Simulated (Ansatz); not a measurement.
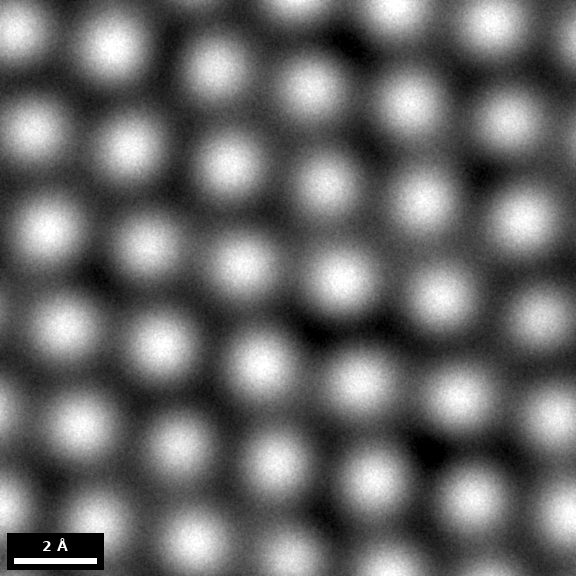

Dark-field STEM-like image of Mo (Fm-3m, No. 225). Simulated incoherent Z contrast: every atom adds Z^1.8 spread by a probe of 1.30 Å full width; channelling and multiple scattering are left out. The display is stretched by a gamma of 0.8; percentages refer to the linear signal. Shot noise and the speckle of an amorphous layer were added. Structure: the input geometry of a calculation; the starting structure was generated, so it need not be a known form of this composition.

```xyz
4
Lattice="3.9634 0.0000 0.0000 0.0000 3.9634 0.0000 0.0000 0.0000 3.9634" Properties=species:S:1:pos:R:3 pbc="T T T"
Mo    0.0000    0.0000    0.0000
Mo    0.0000    1.9817    1.9817
Mo    1.9817    0.0000    1.9817
Mo    1.9817    1.9817    0.0000
```

### Which beam direction gives this image, [110], [210], [111] or [001]? (Directions equivalent by symmetry count as one.)

[110]. The projected cells are 2.43 × 2.43 Å, 109° for [110]; 0.89 × 1.98 Å, 90° for [210]; 1.62 × 1.62 Å, 120° for [111]; 1.98 × 1.98 Å, 90° for [001], and the image repeats as the [110] one does.
